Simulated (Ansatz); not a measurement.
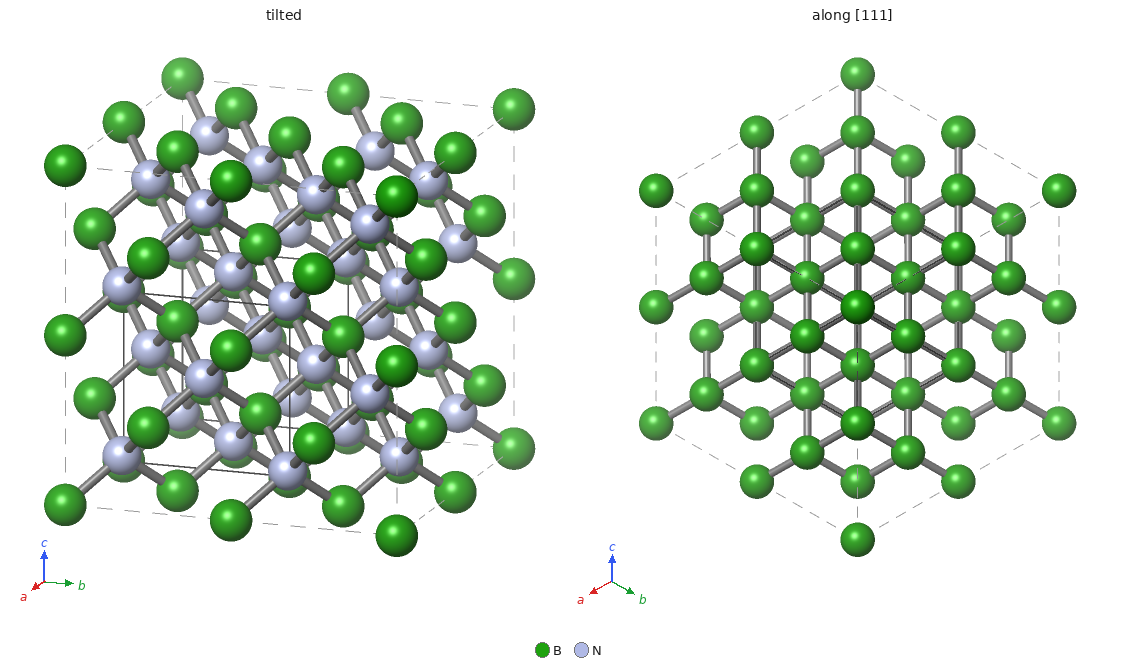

The figure gives a ball-and-stick picture of the atoms, viewed slightly off an axis and along [111]. The unit cell (solid box) is repeated to 2×2×2 cells. Cell: a = 3.625 Å, b = 3.625 Å, c = 3.625 Å, α = 90.00°, β = 90.00°, γ = 90.00°.

It has the composition BN. Strictly the space group is Cmm2 (No. 35, within 0.01 Å). It is a distorted form of a face-centred cubic structure, space group F-43m (No. 216) within 0.25 Å: zinc blende (sphalerite type). With Z = 4, the cell contains 4 B, 4 N. B is surrounded by four N in a tetrahedral arrangement at about 1.6 Å. Each N has four B in a tetrahedral arrangement at about 1.6 Å. The bonds build a three-dimensional framework.

The cell started as a structure listed in the Materials Project. The cell was then strained or its atoms displaced on purpose. An electronic-structure calculation with Ansatz was run on it.
